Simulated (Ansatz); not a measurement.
```yaml
crystal:
  lattice:
    - [2.03452, -2.03452, 0.00000]
    - [2.03452, 2.03452, 0.00000]
    - [0.00000, 0.00000, 4.19111]
  atoms:
    - { symbol: Al, position: [0.50000, 0.50000, 0.00000] }
    - { symbol: Al, position: [0.00000, 0.00000, 0.50000] }
    - { symbol: N, position: [0.00000, 0.00000, 0.00000] }
    - { symbol: N, position: [0.50000, 0.50000, 0.50000] }
```

Space group I4/mmm; a structure from a database of computed crystals, not necessarily the ambient phase; changed on purpose from its base cell (strain +0.0300 x Voigt [0, 0, 1, 0, 0, 0], atoms carried along); computed pressure about −11 GPa in this cell.

All numbers below come from DFT PBEsol, scalar-relativistic, plane waves, PAW (Ansatz).

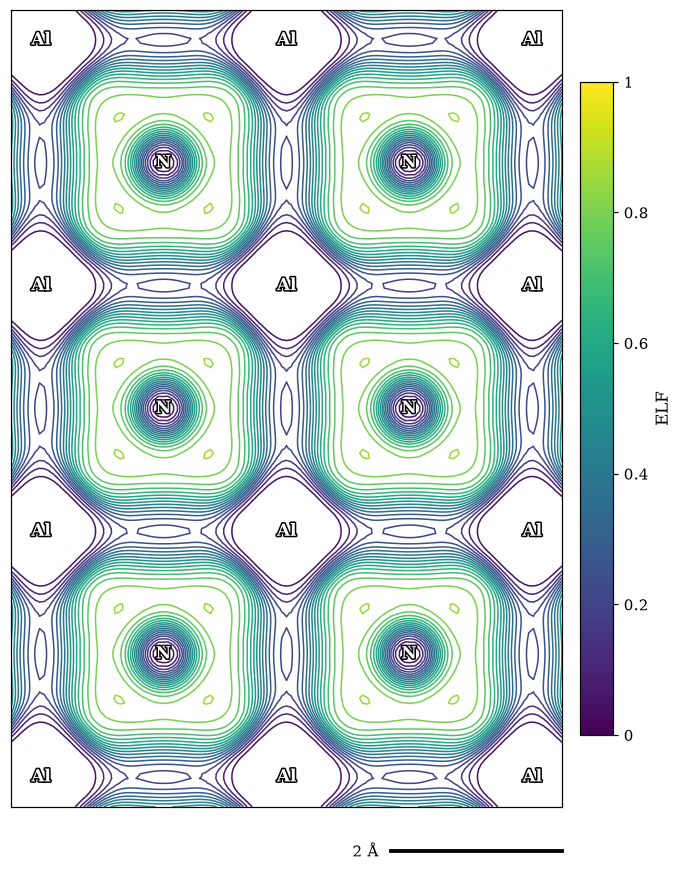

AlN. Electron localisation function on the (001) plane of the conventional cell.

In a PAW calculation such maps are meaningful between the atoms, not at the nuclei.

Q: Interpret the plot.

A: Atoms in the plane: Al and N.
Al–N (2.03 Å): the ELF peaks at about 0.85 in the valence shell of N, 0.8 Å from its nucleus, and is about 0.80 at the midpoint.

Q: Does the calculation make it a metal, or give it a gap?

A: It is gapped, with a Kohn–Sham gap of 3.9 eV on the k-point mesh, an upper bound to the gap of this method.
